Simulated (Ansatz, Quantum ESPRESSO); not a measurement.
# Evanescent states of MgO, rock salt type, lattice constant set to 4.047 Å, part 2 of 3

Wanted: the complex band structure of MgO, rock salt type, lattice constant set to 4.047 Å, as for a tunnel barrier.

Quantum ESPRESSO 7.5; plane-wave DFT, PBE, GBRV ultrasoft pseudopotentials; cross-check by Ansatz 0.2.0 with PAW datasets.

So far. Step 2 (Ground state): The run needed 9 iterations to bring the estimated error under 1e-09 Ry.

### Step 3. Complex bands with pwcond.x

Level of this step: complex band structure by pwcond; plane-wave DFT, PBE, GBRV ultrasoft pseudopotentials (Quantum ESPRESSO).

ikind = 0 solves one period of the crystal for all kz, real and complex, at each energy and k across. ewind and epsproj trim the two-dimensional plane-wave basis; nz1 sets the subslabs.

File cbs.in:

```
&inputcond
  outdir = './out'
  prefixl = 'scf'
  band_file = 'cbs'
  ikind = 0
  ewind = 4.0
  epsproj = 1e-05
  nz1 = 7
  energy0 = 6.9
  denergy = -0.23
/
4
  0.00000000 0.00000000 1.00000000
  0.50000000 0.00000000 1.00000000
  0.50000000 0.50000000 1.00000000
  0.25000000 0.00000000 1.00000000
40
```

Started as:

```console
$ OMP_NUM_THREADS=1 mpirun -n 2 pwcond.x -in cbs.in > cbs.out
```

The log of the run:

```text
[banner, memory and clock lines left out]
Program PWCOND v.7.5 starts

          URL

     ./out/scf.save/

     IMPORTANT: XC functional enforced from input :
     Exchange-correlation= PBE
                           (   1   4   3   4   0   0   0)
     Any further DFT definition will be discarded
     Please, verify this is what you really want

     Check: negative core charge=   -0.000004
     Reading collected, re-writing distributed wavefunctions

===== INPUT FILE containing the left lead =====

     GEOMETRY:

     lattice parameter (alat)  =       5.4078  a.u.
     the volume                =     223.6486 (a.u.)^3
     the cross section         =      29.2438 (a.u.)^2
     l of the unit cell        =       1.4142 (alat)
     number of atoms/cell      =            4
     number of atomic types    =            2

     crystal axes: (cart. coord. in units of alat)
               a(1) = (  1.0000  0.0000  0.0000 )
               a(2) = (  0.0000  1.0000  0.0000 )
               a(3) = (  0.0000  0.0000  1.4142 )

   Cartesian axes

     site n.     atom                  positions (alat units)
          1        Mg     tau(  1)=(  0.0000  0.0000  1.4142  )
          2        O      tau(  2)=(  0.5000  0.5000  1.4142  )
          3        Mg     tau(  3)=(  0.5000  0.5000  0.7071  )
          4        O      tau(  4)=(  0.0000  0.0000  0.7071  )

     nr1s                      =           24
     nr2s                      =           24
     nr3s                      =           32
     nr1sx                     =           24
     nr2sx                     =           24
     nr3sx                     =           32
     nr1                       =           25
     nr2                       =           25
     nr3                       =           36
     nr1x                      =           25
     nr2x                      =           25
     nr3x                      =           36

 _______________________________
  Radii of nonlocal spheres:

     type       ibeta     ang. mom.          radius (alat units)
       Mg         1         0                    0.2801
       Mg         2         0                    0.2801
       Mg         3         0                    0.2801
       Mg         4         1                    0.2801
       Mg         5         1                    0.2801
       Mg         6         2                    0.2801
       Mg         7         2                    0.2801
       O          1         0                    0.2317
       O          2         0                    0.2317
       O          3         1                    0.2317
       O          4         1                    0.2317
       O          5         2                    0.2317
----- General information -----

----- Complex band structure calculation -----

     nrx                       =           24
     nry                       =           24
     nz1                       =            7

     energy0               =         6.9E+00
     denergy               =        -2.3E-01
     nenergy               =         40
     ecut2d                =         4.0E+01
     ewind                 =         4.0E+00
     epsproj               =         1.0E-05

     number of k_|| points=    4
                       cryst. coord.
        k(    1) = (   0.0000000   0.0000000), wk =   0.2500000
        k(    2) = (   0.5000000   0.0000000), wk =   0.2500000
        k(    3) = (   0.5000000   0.5000000), wk =   0.2500000
        k(    4) = (   0.2500000   0.0000000), wk =   0.2500000
----- Information about left lead -----

     nocros                   =           32
     noins                    =           32
     norb                     =           96
     norbf                    =           96
     nrz                      =           32

      iorb      type   ibeta   ang. mom.   m       position (alat)
        1        1       1        0        1   taunew(   1)=(  0.0000  0.0000  0.0000)
        2        1       2        0        1   taunew(   2)=(  0.0000  0.0000  0.0000)
        3        1       3        0        1   taunew(   3)=(  0.0000  0.0000  0.0000)
        4        1       4        1        1   taunew(   4)=(  0.0000  0.0000  0.0000)
        5        1       4        1        2   taunew(   5)=(  0.0000  0.0000  0.0000)
        6        1       4        1        3   taunew(   6)=(  0.0000  0.0000  0.0000)
        7        1       5        1        1   taunew(   7)=(  0.0000  0.0000  0.0000)
        8        1       5        1        2   taunew(   8)=(  0.0000  0.0000  0.0000)
        9        1       5        1        3   taunew(   9)=(  0.0000  0.0000  0.0000)
       10        1       6        2        1   taunew(  10)=(  0.0000  0.0000  0.0000)
       11        1       6        2        2   taunew(  11)=(  0.0000  0.0000  0.0000)
       12        1       6        2        3   taunew(  12)=(  0.0000  0.0000  0.0000)
       13        1       6        2        4   taunew(  13)=(  0.0000  0.0000  0.0000)
       14        1       6        2        5   taunew(  14)=(  0.0000  0.0000  0.0000)
       15        1       7        2        1   taunew(  15)=(  0.0000  0.0000  0.0000)
       16        1       7        2        2   taunew(  16)=(  0.0000  0.0000  0.0000)
       17        1       7        2        3   taunew(  17)=(  0.0000  0.0000  0.0000)
       18        1       7        2        4   taunew(  18)=(  0.0000  0.0000  0.0000)
       19        1       7        2        5   taunew(  19)=(  0.0000  0.0000  0.0000)
       20        2       1        0        1   taunew(  20)=(  0.5000  0.5000  0.0000)
       21        2       2        0        1   taunew(  21)=(  0.5000  0.5000  0.0000)
       22        2       3        1        1   taunew(  22)=(  0.5000  0.5000  0.0000)
       23        2       3        1        2   taunew(  23)=(  0.5000  0.5000  0.0000)
       24        2       3        1        3   taunew(  24)=(  0.5000  0.5000  0.0000)
       25        2       4        1        1   taunew(  25)=(  0.5000  0.5000  0.0000)
       26        2       4        1        2   taunew(  26)=(  0.5000  0.5000  0.0000)
       27        2       4        1        3   taunew(  27)=(  0.5000  0.5000  0.0000)
       28        2       5        2        1   taunew(  28)=(  0.5000  0.5000  0.0000)
       29        2       5        2        2   taunew(  29)=(  0.5000  0.5000  0.0000)
       30        2       5        2        3   taunew(  30)=(  0.5000  0.5000  0.0000)
       31        2       5        2        4   taunew(  31)=(  0.5000  0.5000  0.0000)
       32        2       5        2        5   taunew(  32)=(  0.5000  0.5000  0.0000)
       33        1       1        0        1   taunew(  33)=(  0.5000  0.5000  0.7071)
       34        1       2        0        1   taunew(  34)=(  0.5000  0.5000  0.7071)
       35        1       3        0        1   taunew(  35)=(  0.5000  0.5000  0.7071)
       36        1       4        1        1   taunew(  36)=(  0.5000  0.5000  0.7071)
       37        1       4        1        2   taunew(  37)=(  0.5000  0.5000  0.7071)
       38        1       4        1        3   taunew(  38)=(  0.5000  0.5000  0.7071)
       39        1       5        1        1   taunew(  39)=(  0.5000  0.5000  0.7071)
       40        1       5        1        2   taunew(  40)=(  0.5000  0.5000  0.7071)
       41        1       5        1        3   taunew(  41)=(  0.5000  0.5000  0.7071)
       42        1       6        2        1   taunew(  42)=(  0.5000  0.5000  0.7071)
       43        1       6        2        2   taunew(  43)=(  0.5000  0.5000  0.7071)
       44        1       6        2        3   taunew(  44)=(  0.5000  0.5000  0.7071)
       45        1       6        2        4   taunew(  45)=(  0.5000  0.5000  0.7071)
       46        1       6        2        5   taunew(  46)=(  0.5000  0.5000  0.7071)
       47        1       7        2        1   taunew(  47)=(  0.5000  0.5000  0.7071)
       48        1       7        2        2   taunew(  48)=(  0.5000  0.5000  0.7071)
       49        1       7        2        3   taunew(  49)=(  0.5000  0.5000  0.7071)
       50        1       7        2        4   taunew(  50)=(  0.5000  0.5000  0.7071)
       51        1       7        2        5   taunew(  51)=(  0.5000  0.5000  0.7071)
       52        2       1        0        1   taunew(  52)=(  0.0000  0.0000  0.7071)
       53        2       2        0        1   taunew(  53)=(  0.0000  0.0000  0.7071)
       54        2       3        1        1   taunew(  54)=(  0.0000  0.0000  0.7071)
       55        2       3        1        2   taunew(  55)=(  0.0000  0.0000  0.7071)
       56        2       3        1        3   taunew(  56)=(  0.0000  0.0000  0.7071)
       57        2       4        1        1   taunew(  57)=(  0.0000  0.0000  0.7071)
       58        2       4        1        2   taunew(  58)=(  0.0000  0.0000  0.7071)
       59        2       4        1        3   taunew(  59)=(  0.0000  0.0000  0.7071)
       60        2       5        2        1   taunew(  60)=(  0.0000  0.0000  0.7071)
       61        2       5        2        2   taunew(  61)=(  0.0000  0.0000  0.7071)
       62        2       5        2        3   taunew(  62)=(  0.0000  0.0000  0.7071)
       63        2       5        2        4   taunew(  63)=(  0.0000  0.0000  0.7071)
       64        2       5        2        5   taunew(  64)=(  0.0000  0.0000  0.7071)
       65        1       1        0        1   taunew(  65)=(  0.0000  0.0000  1.4142)
       66        1       2        0        1   taunew(  66)=(  0.0000  0.0000  1.4142)
       67        1       3        0        1   taunew(  67)=(  0.0000  0.0000  1.4142)
       68        1       4        1        1   taunew(  68)=(  0.0000  0.0000  1.4142)
       69        1       4        1        2   taunew(  69)=(  0.0000  0.0000  1.4142)
       70        1       4        1        3   taunew(  70)=(  0.0000  0.0000  1.4142)
       71        1       5        1        1   taunew(  71)=(  0.0000  0.0000  1.4142)
       72        1       5        1        2   taunew(  72)=(  0.0000  0.0000  1.4142)
       73        1       5        1        3   taunew(  73)=(  0.0000  0.0000  1.4142)
       74        1       6        2        1   taunew(  74)=(  0.0000  0.0000  1.4142)
       75        1       6        2        2   taunew(  75)=(  0.0000  0.0000  1.4142)
       76        1       6        2        3   taunew(  76)=(  0.0000  0.0000  1.4142)
       77        1       6        2        4   taunew(  77)=(  0.0000  0.0000  1.4142)
       78        1       6        2        5   taunew(  78)=(  0.0000  0.0000  1.4142)
       79        1       7        2        1   taunew(  79)=(  0.0000  0.0000  1.4142)
       80        1       7        2        2   taunew(  80)=(  0.0000  0.0000  1.4142)
       81        1       7        2        3   taunew(  81)=(  0.0000  0.0000  1.4142)
       82        1       7        2        4   taunew(  82)=(  0.0000  0.0000  1.4142)
       83        1       7        2        5   taunew(  83)=(  0.0000  0.0000  1.4142)
       84        2       1        0        1   taunew(  84)=(  0.5000  0.5000  1.4142)
       85        2       2        0        1   taunew(  85)=(  0.5000  0.5000  1.4142)
       86        2       3        1        1   taunew(  86)=(  0.5000  0.5000  1.4142)
       87        2       3        1        2   taunew(  87)=(  0.5000  0.5000  1.4142)
       88        2       3        1        3   taunew(  88)=(  0.5000  0.5000  1.4142)
       89        2       4        1        1   taunew(  89)=(  0.5000  0.5000  1.4142)
       90        2       4        1        2   taunew(  90)=(  0.5000  0.5000  1.4142)
       91        2       4        1        3   taunew(  91)=(  0.5000  0.5000  1.4142)
       92        2       5        2        1   taunew(  92)=(  0.5000  0.5000  1.4142)
       93        2       5        2        2   taunew(  93)=(  0.5000  0.5000  1.4142)
       94        2       5        2        3   taunew(  94)=(  0.5000  0.5000  1.4142)
       95        2       5        2        4   taunew(  95)=(  0.5000  0.5000  1.4142)
       96        2       5        2        5   taunew(  96)=(  0.5000  0.5000  1.4142)
 ngper, shell number =           97          16
 ngper, n2d =           97          54
---  E-Ef =    6.9000000  k =    0.0000000   0.0000000
---  ie =          1  ik =          1
 Nchannels of the left tip =            1
 Right moving states:
   k1(2pi/a)   k2(2pi/a)   E-Ef (eV)
   0.2084159   0.0000000   6.9000000
 Left moving states:
   k1(2pi/a)   k2(2pi/a)   E-Ef (eV)
  -0.2084169   0.0000000   6.9000000

---  E-Ef =    6.6700000  k =    0.0000000   0.0000000
---  ie =          2  ik =          1
 Nchannels of the left tip =            1
 Right moving states:
   k1(2pi/a)   k2(2pi/a)   E-Ef (eV)
   0.1755605   0.0000000   6.6700000
 Left moving states:
   k1(2pi/a)   k2(2pi/a)   E-Ef (eV)
  -0.1755615   0.0000000   6.6700000
[... further energies and points left out ...]
---  E-Ef =   -1.8400000  k =    0.2500000   0.0000000
---  ie =         39  ik =          4
 Nchannels of the left tip =            1
 Right moving states:
   k1(2pi/a)   k2(2pi/a)   E-Ef (eV)
   0.3185158  -0.0000000  -1.8400000
 Left moving states:
   k1(2pi/a)   k2(2pi/a)   E-Ef (eV)
  -0.3185158  -0.0000000  -1.8400000

---  E-Ef =   -2.0700000  k =    0.2500000   0.0000000
---  ie =         40  ik =          4
 Nchannels of the left tip =            2
 Right moving states:
   k1(2pi/a)   k2(2pi/a)   E-Ef (eV)
  -0.0599069   0.0000000  -2.0700000
   0.2719415  -0.0000000  -2.0700000
 Left moving states:
   k1(2pi/a)   k2(2pi/a)   E-Ef (eV)
   0.0599063   0.0000000  -2.0700000
  -0.2719415  -0.0000000  -2.0700000

Note: The following floating-point exceptions are signalling: IEEE_UNDERFLOW_FLAG
Note: The following floating-point exceptions are signalling: IEEE_UNDERFLOW_FLAG
```

It took 27 s on 2 MPI ranks of Arm Neoverse V2, shared host; peak memory 0.11 GiB; 55 s of CPU time.

Read from the output:

- peak of the smallest κ at the zone centre: 0.393 Å⁻¹
- energy of the peak at the zone centre: 2.99 eV

K across = (0, 0) in the cell's reciprocal vectors; values within 0.0025 1/Å of each other count once, columns are sorted by size at each energy, a dash where no further value was kept. Im kz of the slowest decaying states against energy, zero at the highest filled level of the SCF mesh:

```
energy (eV)  decay 1 (Å⁻¹)  decay 2 (Å⁻¹)  decay 3 (Å⁻¹)
      -2.07          0.647           1.08           1.74
      -0.92           1.07           1.65           2.09
       0.00          0.017           1.06           1.57
       0.92          0.289          0.605           1.05
       2.07          0.375            0.8           1.02
       2.99          0.393          0.881              1
       3.91          0.374          0.929           0.97
       5.06          0.288          0.925           0.96
       5.98          0.068          0.882           0.94
```

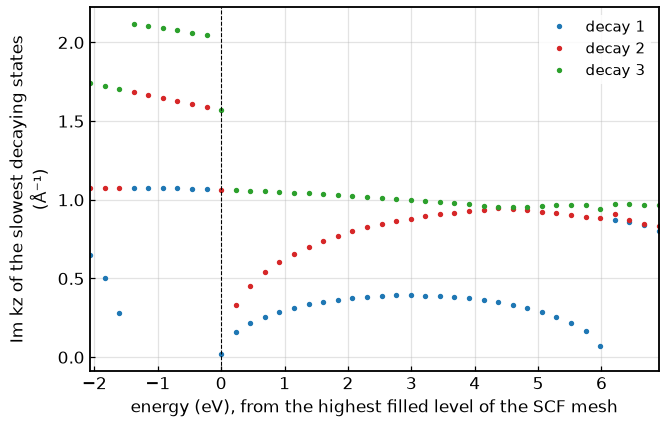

Im kz of the slowest decaying states against energy.

K across = (0, 0) in the cell's reciprocal vectors. Re kz of states that move upwards against energy, zero at the highest filled level of the SCF mesh:

```
energy (eV)  channel 1 (Å⁻¹)  channel 2 (Å⁻¹)  channel 3 (Å⁻¹)
      -2.07           -0.597                -                -
      -1.38           -0.452            0.322            0.322
      -0.69           -0.683           -0.683           -0.297
       0.00          -0.0518          -0.0501                -
       0.69                -                -                -
       1.38                -                -                -
       2.07                -                -                -
       2.76                -                -                -
       3.45                -                -                -
       4.14                -                -                -
       4.83                -                -                -
       5.52                -                -                -
       6.21            0.140                -                -
       6.90            0.324                -                -
```

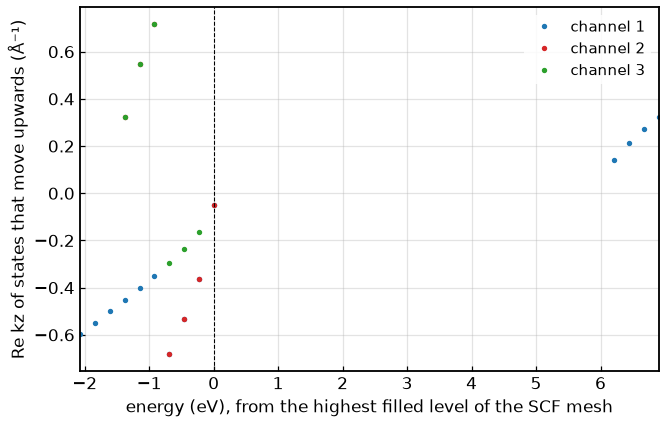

Re kz of states that move upwards against energy.

K across = (1/2, 0) in the cell's reciprocal vectors; values within 0.0025 1/Å of each other count once, columns are sorted by size at each energy, a dash where no further value was kept. The Im kz of the slowest decaying states by energy, zero at the highest filled level of the SCF mesh:

```
energy (eV)  decay 1 (Å⁻¹)  decay 2 (Å⁻¹)  decay 3 (Å⁻¹)
      -2.07           1.65           1.75           2.45
      -1.38           1.47           1.69           2.44
      -0.69          0.153           1.05           1.05
       0.00          0.392           1.57           1.58
       0.69          0.506           1.53           1.76
       1.38          0.578           1.48           1.94
       2.07          0.625           1.43           2.19
       2.76          0.652           1.39           2.18
       3.45          0.663           1.34           2.17
       4.14          0.661           1.30           2.16
       4.83          0.644           1.26           1.95
       5.52          0.615           1.22           1.83
       6.21           0.57           1.18           1.75
       6.90          0.506           1.15           1.67
```

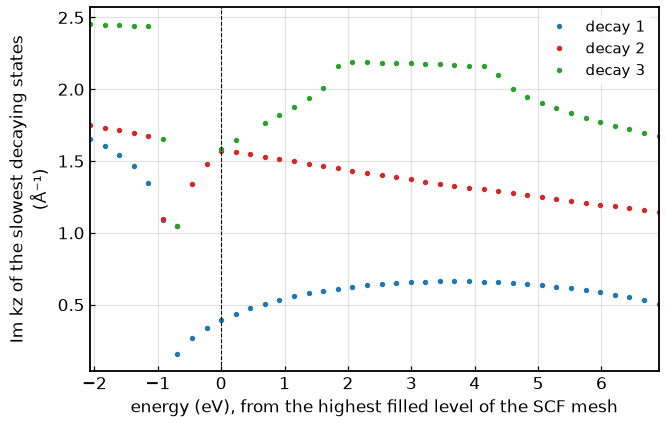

Im kz of the slowest decaying states against energy.

K across = (1/2, 1/2) in the cell's reciprocal vectors; values within 0.0025 1/Å of each other count once, columns are sorted by size at each energy, a dash where no further value was kept. The Im kz of the slowest decaying states by energy, zero at the highest filled level of the SCF mesh:

```
energy (eV)  decay 1 (Å⁻¹)  decay 2 (Å⁻¹)  decay 3 (Å⁻¹)
      -2.07          0.184           2.65           2.72
      -0.92          0.327          0.451           2.61
       0.00          0.476          0.612           2.58
       0.92           0.55          0.687           2.55
       2.07          0.596          0.733           2.50
       2.99          0.607          0.748           2.45
       3.91          0.602          0.749           2.40
       5.06          0.574          0.733           2.34
       5.98          0.534          0.708           2.29
```

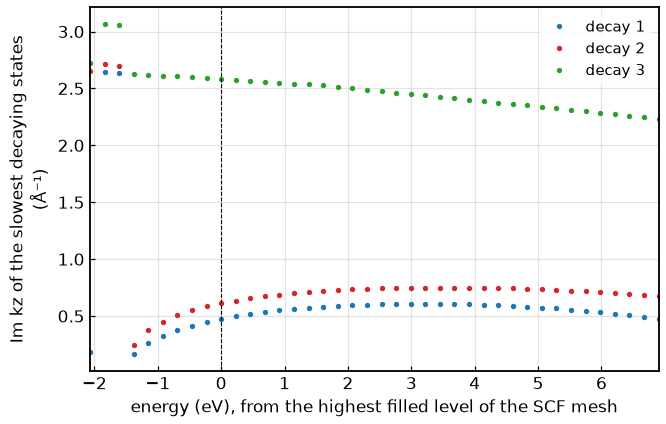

Im kz of the slowest decaying states, plotted against energy.

K across = (1/4, 0) in the cell's reciprocal vectors; values within 0.0025 1/Å of each other count once, columns are sorted by size at each energy, a dash where no further value was kept. Im kz of the slowest decaying states against energy, zero at the highest filled level of the SCF mesh:

```
energy (eV)  decay 1 (Å⁻¹)  decay 2 (Å⁻¹)  decay 3 (Å⁻¹)
      -2.07          0.851           1.41           2.11
      -1.38          0.209          0.273           1.36
      -0.69          0.127           1.32           2.02
       0.00          0.317          0.406           1.27
       0.69          0.473          0.723           1.24
       1.38          0.561          0.876           1.20
       2.07          0.617          0.971           1.17
       2.76          0.652           1.04           1.14
       3.45          0.671           1.08           1.11
       4.14          0.676           1.07           1.11
       4.83          0.668           1.04           1.14
       5.52          0.647           1.00           1.16
       6.21           0.61          0.966           1.17
       6.90           0.55          0.925           1.18
```

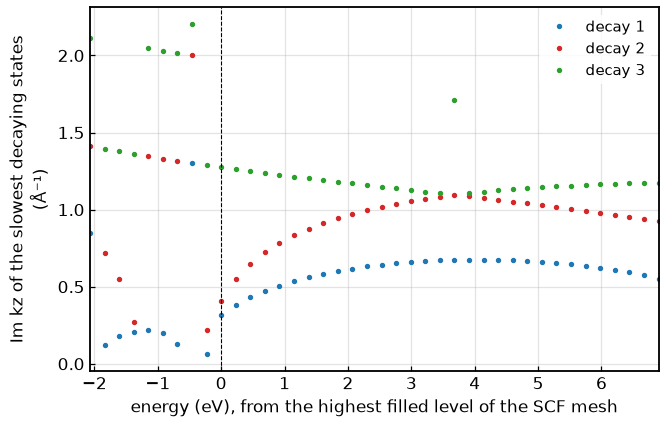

Im kz of the slowest decaying states against energy.

(Continued in part 3 of 3.)

[Logs are printed without paths, hosts, clocks, repeated set-up lines and the standing remarks that a program may print on its own settings, such as how far it seeks lower states.]

[Hosts, paths, dates, database ids (printed as entryN), source tags and the programs' standing remarks are cut or masked in the printed files.]

[Maps of the electrostatic potential energy from Ansatz leave out the sawtooth potential of an applied field or a dipole correction, so their vacuum need not be flat; planar profiles and work functions include it.]
